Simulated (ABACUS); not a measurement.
Band-structure run of HgTe (part 2 of 2)

The same run, continued: HgTe (F-43m, 2 atoms in the cell); Kohn-Sham DFT of a periodic cell, r2SCAN, SG15 ONCV 1.2 PBE, no spin polarisation (ABACUS 3.10.1); cutoff 1306.15 eV, fermi-dirac of 0.05 eV. The structure derives from an entry of the Crystallography Open Database. It belongs to a series of runs on one base structure; here: bands on the converged density.

Geometry of the input (Å; fractional positions):
```
0.0000  3.2145  3.2145
3.2145  0.0000  3.2145
3.2145  3.2145  0.0000
Hg 0.0000  0.0000  0.0000
Te 0.2500  0.2500  0.2500
```

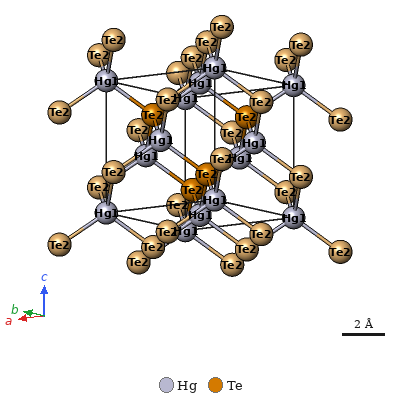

The structure as given in the input (ball-and-stick view of the cell 4 times as large as that of the calculation, set on its symmetry axes, seen at an oblique angle; neighbours outside the cell are drawn fainter; atoms are numbered from 1 in the order of the input). An atom can appear more than once, as a periodic image.

## What the program printed, continued
```
 k(2/102) Iter steps (avg)=14 threshold=1e-07
 k(3/102) Iter steps (avg)=14 threshold=1e-07
 k(4/102) Iter steps (avg)=14 threshold=1e-07
 k(5/102) Iter steps (avg)=14 threshold=1e-07
 k(6/102) Iter steps (avg)=14 threshold=1e-07
 k(7/102) Iter steps (avg)=15 threshold=1e-07
 k(8/102) Iter steps (avg)=19 threshold=1e-07
 k(9/102) Iter steps (avg)=21 threshold=1e-07
 k(10/102) Iter steps (avg)=22 threshold=1e-07
 k(11/102) Iter steps (avg)=22 threshold=1e-07
 k(12/102) Iter steps (avg)=24 threshold=1e-07
 k(13/102) Iter steps (avg)=23 threshold=1e-07
 k(14/102) Iter steps (avg)=21 threshold=1e-07
 k(15/102) Iter steps (avg)=20 threshold=1e-07
 k(16/102) Iter steps (avg)=20 threshold=1e-07
 k(17/102) Iter steps (avg)=20 threshold=1e-07
 k(18/102) Iter steps (avg)=20 threshold=1e-07
 k(19/102) Iter steps (avg)=22 threshold=1e-07
 k(20/102) Iter steps (avg)=20 threshold=1e-07
 k(21/102) Iter steps (avg)=21 threshold=1e-07
 k(22/102) Iter steps (avg)=18 threshold=1e-07
 k(23/102) Iter steps (avg)=19 threshold=1e-07
 k(24/102) Iter steps (avg)=18 threshold=1e-07
 k(25/102) Iter steps (avg)=17 threshold=1e-07
 k(26/102) Iter steps (avg)=18 threshold=1e-07
[... levels at 26 k points of this process ...]

 Density error is 0.00000000000
                          Error Threshold = 1.00000000000e-07
----------------------------------------------------------
     Energy           Rydberg                 eV
----------------------------------------------------------
 E_KohnSham     -484.2742630375      -6588.8893720608
 E_KS(sigma->0) -484.2740625227      -6588.8866439173
 E_Harris       -484.2742630375      -6588.8893720608
 E_band         -56.9253636561       -774.5093064453
 E_one_elec     -303.8490551759      -4134.0784823081
 E_Hartree      154.6671366496       2104.3543517787
 E_xc           -45.2825544900       -616.1007610596
 E_Ewald        -289.8093889916      -3943.0590241848
 E_entropy(-TS) -0.0004010295        -0.0054562869
 E_descf        0.0000000000         0.0000000000
 E_exx          0.0000000000         0.0000000000
 E_Fermi        0.6759131248         9.1962698502
----------------------------------------------------------

 charge density convergence is achieved
 final etot is -6588.8893721 eV
 EFERMI = 9.1962698502 eV

 STATE ENERGY(eV) AND OCCUPATIONS    NSPIN == 1
 1/26 kpoint (Cartesian) = 0.0000 0.0000 0.0000 (7119 pws)
       1       -108.921      0.0196078
       2       -56.1983      0.0196078
       3       -56.1983      0.0196078
       4       -56.1983      0.0196078
       5       -27.1162      0.0196078
       6       -27.1162      0.0196078
       7       -27.1162      0.0196078
       8       -27.1001      0.0196078
       9       -27.1001      0.0196078
      10       -3.52228      0.0196078
      11        1.52706      0.0196078
      12        1.52706      0.0196078
      13        1.52706      0.0196078
      14        2.12408      0.0196078
      15        2.12408      0.0196078
      16        8.53094      0.0196078
      17        9.13415      0.0152152
      18        9.13415      0.0152152
      19        9.13415      0.0152152
      20        13.8874    3.51152e-43
      21        13.8874    3.51152e-43
      22        13.8874    3.51152e-43
      23        16.0346    7.85632e-62
      24        19.6935        0.00000
      25        19.6935        0.00000
      26        19.7326        0.00000
      27        19.7326        0.00000
      28        19.7326        0.00000

 2/26 kpoint (Cartesian) = 0.0000 0.015555 0.0000 (7151 pws)
       1       -108.921      0.0196078
       2       -56.1983      0.0196078
       3       -56.1983      0.0196078
       4       -56.1983      0.0196078
       5       -27.1162      0.0196078
       6       -27.1162      0.0196078
       7       -27.1162      0.0196078
       8       -27.1001      0.0196078
       9       -27.1001      0.0196078
      10       -3.50447      0.0196078
      11        1.52826      0.0196078
      12        1.53476      0.0196078
      13        1.53476      0.0196078
      14        2.12123      0.0196078
      15        2.12570      0.0196078
      16        8.11990      0.0196078
      17        9.04907      0.0186271
      18        9.04907      0.0186271
      19        9.54040    2.00854e-05
      20        13.6959    1.61874e-41
      21        13.9974    3.89212e-44
      22        13.9974    3.89212e-44
      23        16.3195    2.63407e-64
      24        18.7967    8.02469e-86
      25        19.7052        0.00000
      26        19.8088        0.00000
      27        19.8088        0.00000
      28        20.4150        0.00000

 3/26 kpoint (Cartesian) = 0.0000 0.031109 0.0000 (7131 pws)
       1       -108.921      0.0196078
       2       -56.1983      0.0196078
       3       -56.1983      0.0196078
       4       -56.1983      0.0196078
       5       -27.1163      0.0196078
       6       -27.1161      0.0196078
       7       -27.1161      0.0196078
       8       -27.1001      0.0196078
       9       -27.1000      0.0196078
      10       -3.45228      0.0196078
      11        1.53289      0.0196078
      12        1.55750      0.0196078
      13        1.55750      0.0196078
      14        2.11342      0.0196078
      15        2.13043      0.0196078
      16        7.51074      0.0196078
      17        8.81839      0.0195976
      18        8.81839      0.0195976
      19        10.1249    1.68600e-10
      20        13.3060    3.93902e-38
      21        14.3037    8.50531e-47
      22        14.3037    8.50531e-47
      23        16.9770    5.12999e-70
      24        17.9405    2.19141e-78
      25        19.7402        0.00000
      26        20.0359        0.00000
      27        20.0359        0.00000
      28        20.7900        0.00000

 4/26 kpoint (Cartesian) = 0.0000 0.046664 0.0000 (7115 pws)
       1       -108.921      0.0196078
       2       -56.1984      0.0196078
       3       -56.1983      0.0196078
       4       -56.1983      0.0196078
       5       -27.1164      0.0196078
       6       -27.1160      0.0196078
       7       -27.1160      0.0196078
       8       -27.1001      0.0196078
       9       -27.0999      0.0196078
      10       -3.36940      0.0196078
      11        1.54371      0.0196078
      12        1.59409      0.0196078
      13        1.59409      0.0196078
      14        2.10296      0.0196078
      15        2.13780      0.0196078
      16        6.88929      0.0196078
      17        8.49571      0.0196078
      18        8.49571      0.0196078
      19        10.6677    3.24853e-15
      20        12.9201    8.86116e-35
      21        14.7556    1.01039e-50
      22        14.7556    1.01039e-50
      23        17.1322    2.30216e-71
      24        17.9254    2.96477e-78
      25        19.7978        0.00000
      26        20.4095        0.00000
      27        20.4095        0.00000
      28        21.1039        0.00000

 5/26 kpoint (Cartesian) = 0.0000 0.062218 0.0000 (7099 pws)
       1       -108.921      0.0196078
       2       -56.1984      0.0196078
       3       -56.1983      0.0196078
       4       -56.1983      0.0196078
       5       -27.1166      0.0196078
       6       -27.1159      0.0196078
       7       -27.1159      0.0196078
       8       -27.1001      0.0196078
       9       -27.0998      0.0196078
      10       -3.26208      0.0196078
      11        1.56427      0.0196078
      12        1.64243      0.0196078
      13        1.64243      0.0196078
      14        2.09450      0.0196078
      15        2.14711      0.0196078
      16        6.27382      0.0196078
      17        8.13328      0.0196078
      18        8.13328      0.0196078
      19        11.0881    7.24344e-19
      20        12.6247    3.26374e-32
      21        15.3058    1.68052e-55
      22        15.3058    1.68052e-55
      23        16.6502    3.53403e-67
      24        18.8675    1.94420e-86
      25        19.8762        0.00000
      26        20.9207        0.00000
      27        20.9207        0.00000
      28        21.4870        0.00000

 6/26 kpoint (Cartesian) = 0.0000 0.077773 0.0000 (7131 pws)
       1       -108.921      0.0196078
       2       -56.1984      0.0196078
       3       -56.1984      0.0196078
       4       -56.1984      0.0196078
       5       -27.1168      0.0196078
       6       -27.1158      0.0196078
       7       -27.1158      0.0196078
       8       -27.1001      0.0196078
       9       -27.0997      0.0196078
      10       -3.13919      0.0196078
      11        1.59671      0.0196078
      12        1.69924      0.0196078
      13        1.69924      0.0196078
      14        2.09643      0.0196078
      15        2.15745      0.0196078
      16        5.67220      0.0196078
      17        7.77081      0.0196078
      18        7.77081      0.0196078
      19        11.3116    8.30231e-21
      20        12.4487    1.10201e-30
      21        15.9212    7.58795e-61
      22        15.9212    7.58795e-61
      23        16.4254    3.16719e-65
      24        19.8793        0.00000
      25        19.9721        0.00000
      26        21.5544        0.00000
      27        21.5544        0.00000
      28        21.9882        0.00000

[... levels at 20 further k points ...]

 --------------------------------------------
 !FINAL_ETOT_IS -6588.889372060799 eV
 --------------------------------------------

 Output bands in file: OUT.HgTe/BANDS_1.dat
```

## Standard output
```
ABACUS v3.10.1

               Atomic-orbital Based Ab-initio Computation at UStc

 dft_functional readin is: MGGA_X_R2SCAN+MGGA_C_R2SCAN
 dft_functional in pseudopot file is: PBE
 Please make sure this is what you need
 dft_functional readin is: MGGA_X_R2SCAN+MGGA_C_R2SCAN
 dft_functional in pseudopot file is: PBE
 Please make sure this is what you need

%%%%%%%%%%%%%%%%%%%%%%%%%%%%%%%%%%%%%%%%%%%%%%%%%%%%%%%%%%%%%%%%%%%%%%%%%%%%%%%%%%%%%%%%%%%%%%%%%%%%%%%%%
 Warning: the number of valence electrons in pseudopotential > 12 for Hg: [Xe] 4f14 5d10 6s2
 Warning: the number of valence electrons in pseudopotential > 6 for Te: [Kr] 4d10 5s2 5p4
 Pseudopotentials with additional electrons can yield (more) accurate outcomes, but may be less efficient.
 If you're confident that your chosen pseudopotential is appropriate, you can safely ignore this warning.
%%%%%%%%%%%%%%%%%%%%%%%%%%%%%%%%%%%%%%%%%%%%%%%%%%%%%%%%%%%%%%%%%%%%%%%%%%%%%%%%%%%%%%%%%%%%%%%%%%%%%%%%%

 UNIFORM GRID DIM        : 54 * 54 * 54
 UNIFORM GRID DIM(BIG)   : 54 * 54 * 54
func,idMGGA_X_R2SCAN 497
func,idMGGA_C_R2SCAN 498
 ---------------------------------------------------------
 ---------------------------------------------------------
 SPIN    KPOINTS         PROCESSORS  THREADS
 1       102             4           4
 ---------------------------------------------------------
 Use plane wave basis
 ---------------------------------------------------------
 ELEMENT NATOM       XC
 Hg      1
 Te      1
 ---------------------------------------------------------
 Initial plane wave basis and FFT box
 ---------------------------------------------------------
 -------------------------------------------
 NONSELF-CONSISTENT :
 -------------------------------------------
 START CHARGE      : file
 ITER       ETOT/eV          EDIFF/eV         DRHO         DKIN     TIME/s
 DA1     -6.58888937e+03   0.00000000e+00   0.0000e+00   0.0000e+00 110.00
```
